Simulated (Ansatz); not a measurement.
## Electronic structure of Si in real space

```yaml
crystal:
  lattice:
    - [4.74274, 0.00000, 0.00000]
    - [0.00000, 4.74274, 0.00000]
    - [0.00000, 0.00000, 2.65853]
  atoms:
    - { symbol: Si, position: [0.50000, 0.00000, 0.25000] }
    - { symbol: Si, position: [0.00000, 0.50000, 0.75000] }
    - { symbol: Si, position: [0.00000, 0.00000, 0.50000] }
    - { symbol: Si, position: [0.50000, 0.50000, 0.00000] }
```

Space group I4₁/amd; a structure from a database of computed crystals, not necessarily the ambient phase; computed pressure about 3 GPa in this cell.

The calculation used DFT r2SCAN, scalar-relativistic, plane waves, PAW in Ansatz 0.2.0.

Core electrons are frozen (PAW), and the valence fields are smoothed inside the atomic spheres.

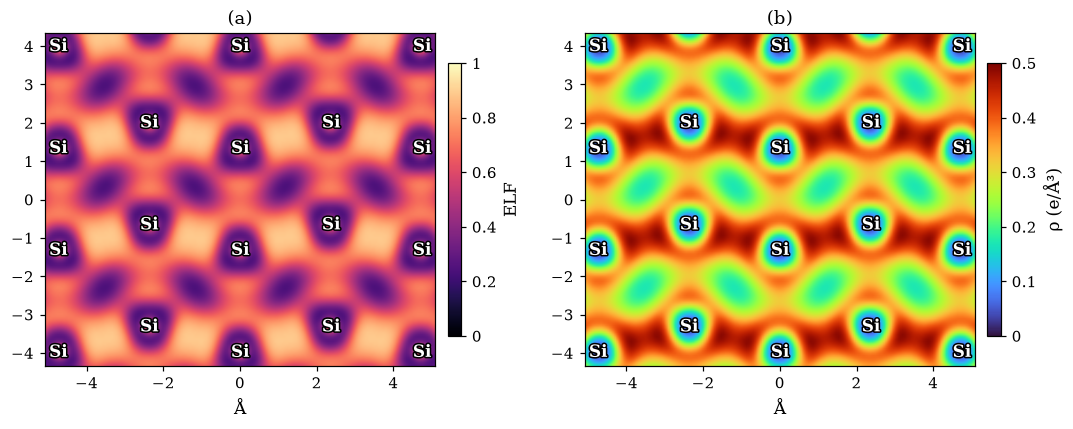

Figure 1. (a) ELF; (b) valence pseudo-density on the (010) plane of the conventional cell.

> What does the map show?

- Atoms in the plane: Si.
- Si–Si (2.46 Å): ρ is about 0.46 e/Å³ halfway; the ELF peaks at about 0.90 between the atoms.
- Between the atoms the lowest density in this plane is 0.17 e/Å³.

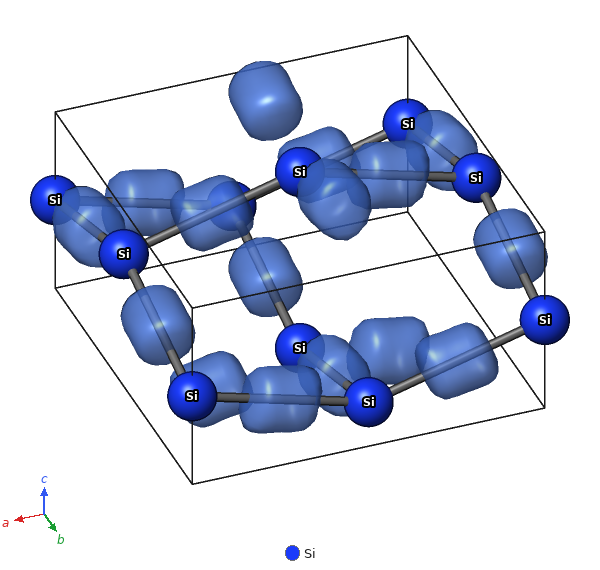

Figure 2. Isosurface of the ELF at 0.8 (blue), seen at an oblique angle. Only the valence region is drawn (cores and ρ < 0.01 e/Å³ removed). Sticks mark near contacts.

> Identify the bonds, lone pairs and shells in this picture.

At this value the surface marks out eight regions between bonded Si–Si atoms, counted in one cell of 4 atoms. Any copies at cell faces, edges or corners count once.

> Does the calculation give a band gap?

It is metallic or semimetallic at this level of theory: no gap opens.
